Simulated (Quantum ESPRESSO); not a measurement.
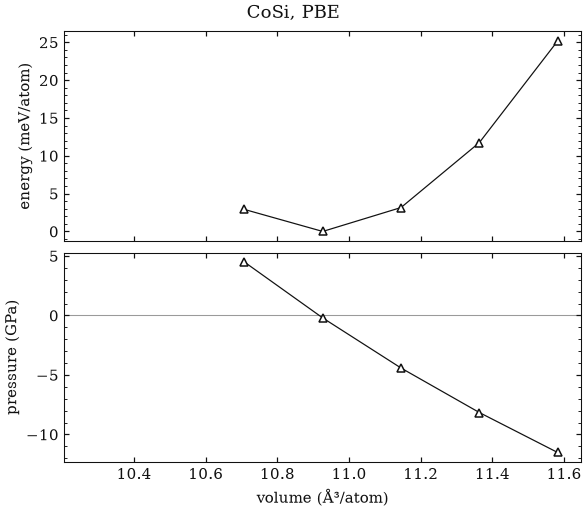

The plot gives the computed energy and pressure against volume for CoSi, space group P2_13 (No. 198).

Cell as given: a = 4.438 Å, b = 4.438 Å, c = 4.438 Å, α = 90.00°, β = 90.00°, γ = 90.00°; 8 atoms.

Calculation (Quantum ESPRESSO 7.5): plane-wave DFT, collinear spins; energies at scaled volumes of the given cell, shape and fractions fixed, counted from the fit's minimum, third-order Birch-Murnaghan fit. Level: PBE, collinear spin.

k mesh 3×3×3; occupations Fermi–Dirac; smearing width 0.05 eV; potentials PseudoDojo 0.4.1 SR PBE standard; wave cutoff 1306 eV; density cutoff 5225 eV.

The points at volume 10.27 Å³/atom and 10.49 Å³/atom are left out of the plot. What values does the calculation give there?

```csv
volume (Å³/atom),energy (meV/atom),pressure (GPa)
10.27,29.84,15.60
10.49,12.59,9.73
```

Note: coarse k mesh; shape and atomic fractions are frozen while scaling, which makes layered, chain and framework solids too stiff.
